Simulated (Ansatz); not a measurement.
```
Si O
1.0
     0.00000    5.43000    5.43000
     5.43000    0.00000    5.43000
     5.43000    5.43000    0.00000
Si O
16 1
Direct
  0.99311 0.99362 0.04338
  0.16272 0.15026 0.07408
  0.00532 0.99795 0.54311
  0.11908 0.12452 0.67301
  0.99930 0.51561 0.98851
  0.12503 0.61970 0.13480
  0.99695 0.49800 0.51039
  0.12548 0.63369 0.61975
  0.53263 0.01791 0.94892
  0.62096 0.13180 0.12228
  0.49425 0.01047 0.49806
  0.64736 0.14860 0.57895
  0.49924 0.50666 0.99613
  0.62552 0.64442 0.10613
  0.50155 0.52296 0.48163
  0.62281 0.63574 0.62169
  0.17466 0.08321 0.30840
```

PAW files of the earlier set (soft_1); the program warned that a starting moment wasn't kept; spin-polarised, but the moments vanished.

Level of theory: DFT r2SCAN, scalar-relativistic, plane waves, PAW (Ansatz).

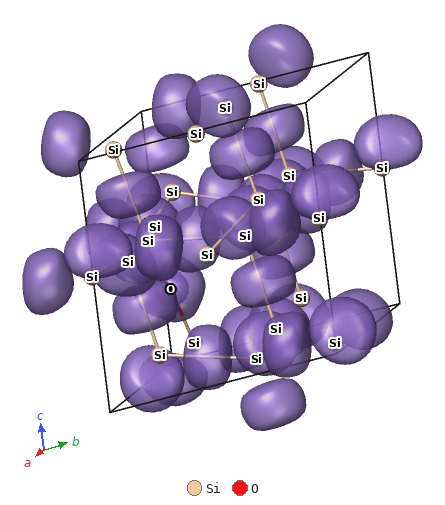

Si16O (cell with a defect). Isosurface of the ELF at 0.75 (purple), seen slightly off an axis. Core shells and regions of very low density are left out. Sticks mark near contacts.

Describe the localisation domains.

Answer. At this value the surface marks out 31 regions between bonded Si–Si atoms (shared pairs) and one region on O in which the atom's valence shell and bonds are merged, counted in one cell of 17 atoms. Regions shared between cells count once.

Values along the shortest contacts:
Si–O (1.64 Å): the ELF peaks at about 0.85 between the atoms: a polar covalent bond. Si–Si (2.31 Å): the ELF peaks at about 1 between the atoms, as expected for a covalent bond.
